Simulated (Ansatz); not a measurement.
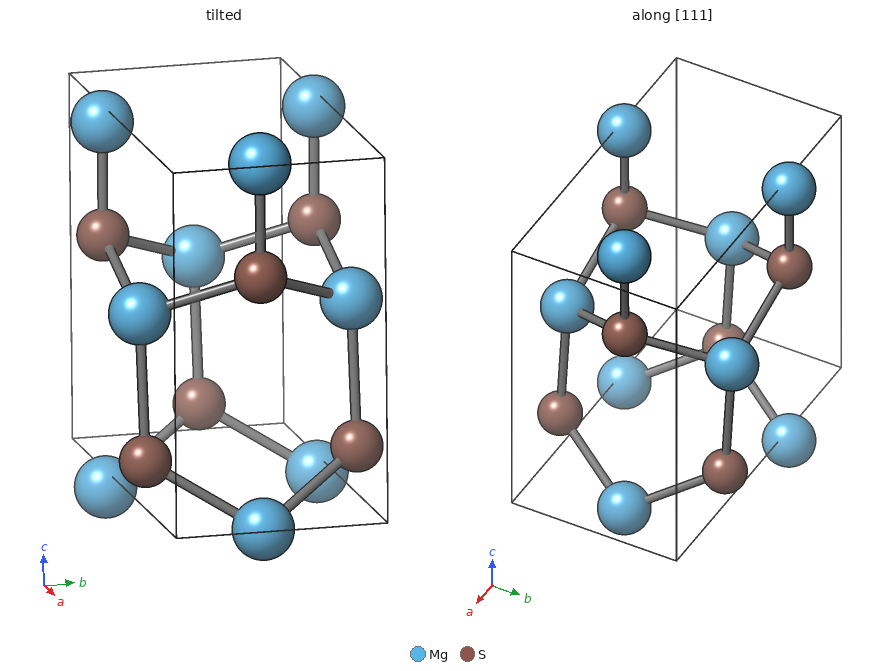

An orthographic ball-and-stick view of the structure, slightly off an axis and along [111]. The outline marks the conventional unit cell.

Caption:

- The structure is one of MgS.
- Space group Cm (No. 8), lattice base-centred monoclinic.
- Counting shared atoms by their share gives 4 Mg, 4 S, or 8 atoms.
- Mg takes two kinds of site: 2a with four S in a distorted tetrahedral arrangement; 2a with three S. S takes two kinds of site: 2a with four Mg in a distorted tetrahedral arrangement; 2a with three Mg.
- The bonds build a three-dimensional framework.

It goes back to a structure listed in the Materials Project. The cell was then strained or its atoms displaced on purpose. It went into a calculation with Ansatz.

At this level of theory the cell isn't at rest (forces up to 4.1 eV/Å), so its distances can differ from those at equilibrium, the more so the softer the solid.
